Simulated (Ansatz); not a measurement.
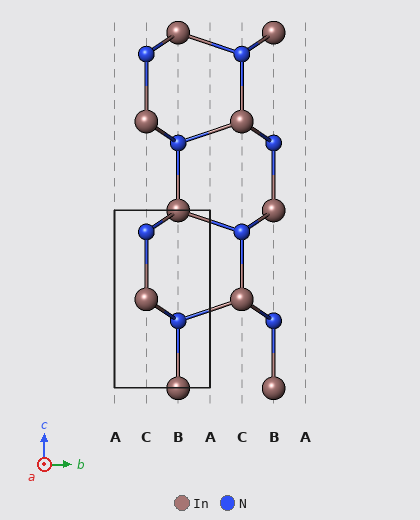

The picture looks along a close-packed row of the hexagonal mesh; c points upwards. The dashed lines mark the three columns A (0, 0), B (1/3, 2/3) and C (2/3, 1/3). The sequence starts with the first layer at or above the cell's origin.

InN: the end point of a relaxation with DFT r2SCAN, scalar-relativistic, plane waves, PAW in Ansatz 0.2.0.

List the layers of one repeat.

In(B) – N(B) – In(C) – N(C) (four layers in 5.72 Å).

How are the N layers alone stacked?

N layers alone: BC, the hexagonal close-packed type.

Which positions between or in the N layers do the other atoms fill?

In: two tetrahedral sites (per hexagonal cell).

What short polytype symbol fits?

Polytype symbol 2H, the symbol of a tetrahedral polytype (number of double layers in the repeat and lattice).

Heights of the layers:

```
layer  atoms (column)  height (Å)  to next (Å)
    1           In(B)        0.00         2.16
    2            N(B)        2.16         0.69
    3           In(C)        2.85         2.17
    4            N(C)        5.02         0.70
```
